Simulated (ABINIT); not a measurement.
**Run report: AlN, phonon calculation (part 3 of 3)**

AlN (2 atoms in the cell); Kohn-Sham DFT of a periodic cell, PBEsol, PseudoDojo NC SR PBEsol v0.4.1 standard, no spin polarisation (ABINIT 10.8.3); cutoff 979.61 eV, 6×6×6 k-mesh, fixed occupations. The structure derives from a Materials Project entry.

Geometry of the input (Å; fractional positions):
```
0.0000  2.1840  2.1840
2.1840  0.0000  2.1840
2.1840  2.1840  0.0000
Al 0.0000  0.0000  0.0000
N  0.2500  0.2500  0.2500
```

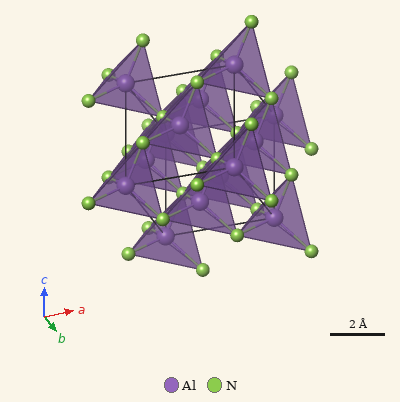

**Figure 1.** The structure (polyhedral view of the cell 4 times as large as that of the calculation, set on its symmetry axes, seen at an oblique angle; polyhedra are completed across the faces of the cell).

Output, continued:
```
 Effective charge tensors after
 imposition of the charge neutrality (if requested by user),
 and eventual restriction to some part :
   atom    displacement
         1         1    2.522299E+00   -3.075329E-16   -9.795833E-16
         1         2    5.806455E-16    2.522299E+00    9.805065E-16
         1         3   -5.806455E-16    3.075329E-16    2.522299E+00
         2         1   -2.522299E+00    3.075329E-16    9.795833E-16
         2         2   -5.806455E-16   -2.522299E+00   -9.805065E-16
         2         3    5.806455E-16   -3.075329E-16   -2.522299E+00
 Now, the imaginary part of the dynamical matrix is zeroed

  Dynamical matrix, in cartesian coordinates,
   if specified in the inputs, asr has been imposed
     j1       j2             matrix element
  dir pert dir pert     real part    imaginary part

   1    1   1    1         0.1530075614         0.0000000000
   1    1   1    2        -0.1530075614         0.0000000000

   2    1   2    1         0.1530075614         0.0000000000
   2    1   2    2        -0.1530075614         0.0000000000

   3    1   3    1         0.1530075614         0.0000000000
   3    1   3    2        -0.1530075614         0.0000000000

   1    2   1    1        -0.1530075039         0.0000000000
   1    2   1    2         0.1530075039         0.0000000000

   2    2   2    1        -0.1530075039         0.0000000000
   2    2   2    2         0.1530075039         0.0000000000

   3    2   3    1        -0.1530075039         0.0000000000
   3    2   3    2         0.1530075039         0.0000000000

  Dielectric tensor, in cartesian coordinates,
     j1       j2             matrix element
  dir pert dir pert     real part    imaginary part

   1    4   1    4         4.5965770558        -0.0000000000

   2    4   2    4         4.5965770558        -0.0000000000

   3    4   3    4         4.5965770558        -0.0000000000

  Effective charges, in cartesian coordinates,
  (from electric field response)
   if specified in the inputs, charge neutrality has been imposed
     j1       j2             matrix element
  dir pert dir pert     real part    imaginary part

   1    1   1    4         2.5222987767         0.0000000000
   1    2   1    4        -2.5222987767         0.0000000000

   2    1   2    4         2.5222987767         0.0000000000
   2    2   2    4        -2.5222987767         0.0000000000

   3    1   3    4         2.5222987767         0.0000000000
   3    2   3    4        -2.5222987767         0.0000000000

  Effective charges, in cartesian coordinates,
  (from phonon response)
   if specified in the inputs, charge neutrality has been imposed
     j1       j2             matrix element
  dir pert dir pert     real part    imaginary part

   1    4   1    1         2.5222987848         0.0000000000

   2    4   2    1         2.5222987848         0.0000000000

   3    4   3    1         2.5222987848         0.0000000000

   1    4   1    2        -2.5222987848         0.0000000000

   2    4   2    2        -2.5222987848         0.0000000000

   3    4   3    2        -2.5222987848         0.0000000000

  Phonon wavevector (reduced coordinates) :  0.00000  0.00000  0.00000
 Phonon energies in Hartree :
   0.000000E+00  0.000000E+00  0.000000E+00  3.017201E-03  3.017201E-03
   3.017201E-03
 Phonon frequencies in cm-1    :
   0.000000E+00  0.000000E+00  0.000000E+00  6.621992E+02  6.621992E+02
   6.621992E+02

  Phonon at Gamma, with non-analyticity in the
  direction (cartesian coordinates)  1.00000  0.00000  0.00000
 Phonon energies in Hartree :
   0.000000E+00  0.000000E+00  0.000000E+00  3.017201E-03  3.017201E-03
   4.057536E-03
 Phonon frequencies in cm-1    :
   0.000000E+00  0.000000E+00  0.000000E+00  6.621992E+02  6.621992E+02
   8.905263E+02

  Phonon at Gamma, with non-analyticity in the
  direction (cartesian coordinates)  0.00000  1.00000  0.00000
 Phonon energies in Hartree :
   0.000000E+00  0.000000E+00  0.000000E+00  3.017201E-03  3.017201E-03
   4.057536E-03
 Phonon frequencies in cm-1    :
   0.000000E+00  0.000000E+00  0.000000E+00  6.621992E+02  6.621992E+02
   8.905263E+02

  Phonon at Gamma, with non-analyticity in the
  direction (cartesian coordinates)  0.00000  0.00000  1.00000
 Phonon energies in Hartree :
   0.000000E+00  0.000000E+00  0.000000E+00  3.017201E-03  3.017201E-03
   4.057536E-03
 Phonon frequencies in cm-1    :
   0.000000E+00  0.000000E+00  0.000000E+00  6.621992E+02  6.621992E+02
   8.905263E+02

== END DATASET(S) ==============================================================
================================================================================

 -outvars: echo values of variables after computation  --------
            acell      5.8366710632E+00  5.8366710632E+00  5.8366710632E+00 Bohr
           etotal1    -1.2763138372E+01
           etotal2    -1.4038324991E+01
           etotal3    -6.9948873489E+01
            fcart1     1.0194101205E-30  1.0194101205E-30 -3.0582303615E-30
                      -1.0194101205E-30 -1.0194101205E-30  3.0582303615E-30
            fcart3     0.0000000000E+00  0.0000000000E+00  0.0000000000E+00
                       0.0000000000E+00  0.0000000000E+00  0.0000000000E+00
            rprim      0.0000000000E+00  7.0710678120E-01  7.0710678120E-01
                       7.0710678120E-01  0.0000000000E+00  7.0710678120E-01
                       7.0710678120E-01  7.0710678120E-01  0.0000000000E+00
           strten1    -2.6743564859E-05 -2.6743564859E-05 -2.6743564859E-05
                       0.0000000000E+00  0.0000000000E+00  0.0000000000E+00
           strten3     0.0000000000E+00  0.0000000000E+00  0.0000000000E+00
                       0.0000000000E+00  0.0000000000E+00  0.0000000000E+00
           xangst      0.0000000000E+00  0.0000000000E+00  0.0000000000E+00
                       1.0919967798E+00  1.0919967798E+00  1.0919967798E+00
             xred      0.0000000000E+00  0.0000000000E+00  0.0000000000E+00
                       2.5000000000E-01  2.5000000000E-01  2.5000000000E-01
 Calculation completed.
```

Summary:

| quantity | value |
| --- | --- |
| outcome | converged |
| space group (tolerance 0.01 Å) | F-43m (216) |
| electrons treated | 8 |
| free energy | −347.3027 eV |
| Fermi energy | 5.674 eV |
| pressure | 0.79 GPa |
| largest force (length of the vector) | under 0.001 eV/Å |
| ε∞ (xx, yy, zz) | 4.60, 4.60, 4.60 |
| Born charges (mean of the diagonal) | Al1 (2.52 e); N2 (−2.52 e) |
| wall time | 6.1 min |
| peak memory | 0.2 GiB |

Notes:

Points of doubt noted for this run: cutoff too low for stress.
